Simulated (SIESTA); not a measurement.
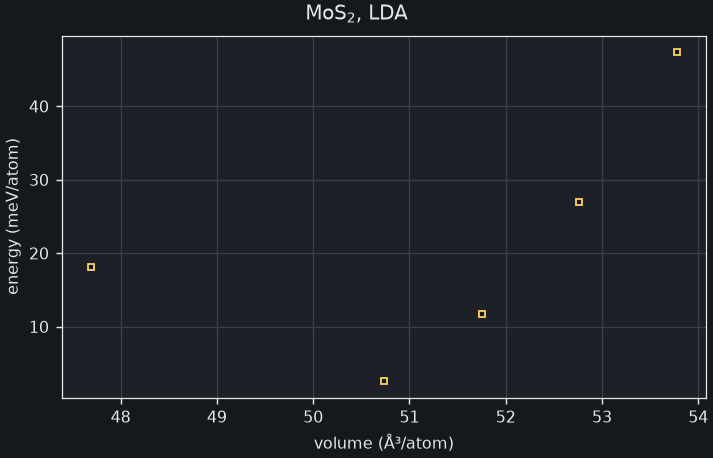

The figure shows the energy against volume for MoS₂, space group P-6m2 (No. 187).

The given structure:
```yaml
crystal:
  lattice:
    - [3.18413, 0.00000, 0.00000]
    - [-1.59206, 2.75753, 0.00000]
    - [0.00000, 0.00000, 17.33460]
  atoms:
    - { symbol: Mo, position: [0.00000, 0.00000, 0.00000] }
    - { symbol: S, position: [0.33333, 0.66667, 0.91051] }
    - { symbol: S, position: [0.33333, 0.66667, 0.08949] }
```

How it was computed, with SIESTA 5.4.2: DFT in numerical atomic orbitals with pseudopotentials, no spin polarisation; energies at scaled volumes of the given cell, shape and fractions fixed, counted from the fit's minimum, third-order Birch-Murnaghan fit. Level: LDA.

- k mesh: 10×10×2
- occupations: Fermi–Dirac
- smearing width: 0.05 eV
- potentials: PseudoDojo 0.4 standard, converted to PSML, two zetas on semicore shells
- program settings: basis DZP, mesh cutoff 800 Ry

The points at volume 48.71 Å³/atom and 49.72 Å³/atom are left out of the plot. What values does the calculation give there?

```json
{"volume (Å³/atom)": "48.71", "energy (meV/atom)": "4.96"}
{"volume (Å³/atom)": "49.72", "energy (meV/atom)": "0.08"}
```

Keep in mind: mulliken charges of long orbitals; shape and atomic fractions are frozen while scaling, which makes layered, chain and framework solids too stiff.
